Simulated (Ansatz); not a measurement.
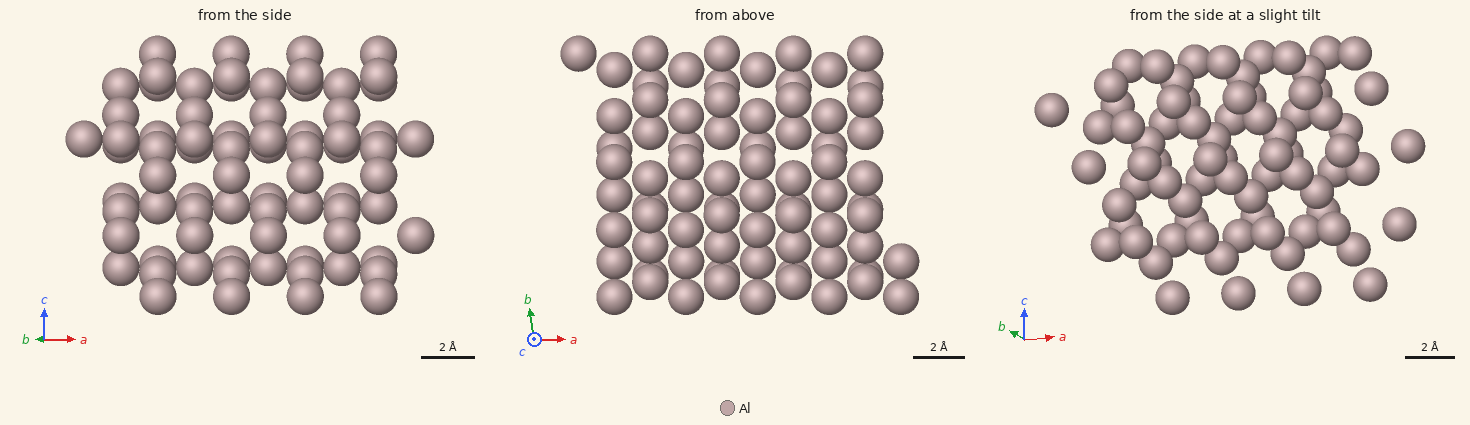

A spheres-only picture of a periodic slab, seen from the side, from above and from the side at a slight tilt. The surface normal points up in side views; the vacuum is left out. 4×1 cells are drawn in the plane, with atoms at the edges repeated.

The cell holds 17 Al. The slab was cut from bulk Al (P6_3/mmc).

**How thick is it?**

About 9 Å from the lowest to the highest atom.

**Give the sequence of planes from the top.**

Nine planes: Al / Al / Al / Al / Al / Al / Al / Al / Al.

**Index the surface.**

(1 0 1).

Method used: DFT r2SCAN, scalar-relativistic, plane waves, PAW (Ansatz). It ran with an energy cutoff of 500 eV, 12×4×1 k-mesh, Gaussian smearing of 0.1 eV, no spin polarisation.

**Estimate the work function for the two faces.**

4.19 eV on both faces.

Origin of the cell: a structure listed in the Materials Project, from which a slab was cut. The atoms were relaxed in a fixed cell with DFT r2SCAN, scalar-relativistic, plane waves, PAW in Ansatz 0.2.0.
